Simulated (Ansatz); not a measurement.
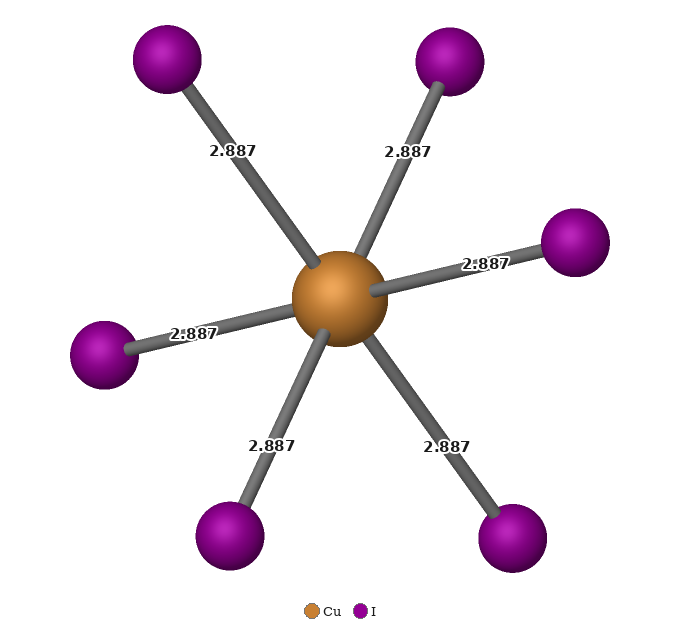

The surroundings of site Cu1 (at 0.000, 0.000, 0.000) in CuI in space group P6_3/mmc, with bond lengths in Å.

Origin of the cell: the end point of a relaxation with DFT, PBE, plane waves, PAW (Ansatz); the starting structure was generated, so it need not be a known form of this composition.

```
CELL_PARAMETERS angstrom
4.21122 0.00000 0.00000
-2.10561 3.64703 0.00000
0.00000 0.00000 6.22974
ATOMIC_POSITIONS crystal
Cu 0.00000 0.00000 0.00000
Cu 0.00000 0.00000 0.50000
I 0.33333 0.66667 0.25000
I 0.66667 0.33333 0.75000
```

Bond valence s = exp((R0 − d)/b), R0 fitted to published crystal structures with b = 0.37 Å; R0 in Å: Cu+–I 2.134.

Calculate the bond-valence sum of Cu1 from the bonds drawn.

Answer. 6 × 0.131 = 0.78 v.u., against a formal valence of 1: underbonded (bonds long for this ion) by 0.22.

And over the whole structure?

Answer.
```json
{"site": "Cu1", "x, y, z": "0.000, 0.000, 0.000", "formal valence": "+1", "bond-valence sum": "0.78", "difference": "-0.22"}
{"site": "I1", "x, y, z": "0.333, 0.667, 0.250", "formal valence": "−1", "bond-valence sum": "0.78", "difference": "-0.22"}
```

These sums include all anions within 5 Å. The global instability index (root mean square of the differences over all atoms) is 0.22 v.u.: above 0.2, which by the usual rule of thumb marks a strained structure. Cells relaxed with PBE tend to have slightly long bonds, which lowers the sums.
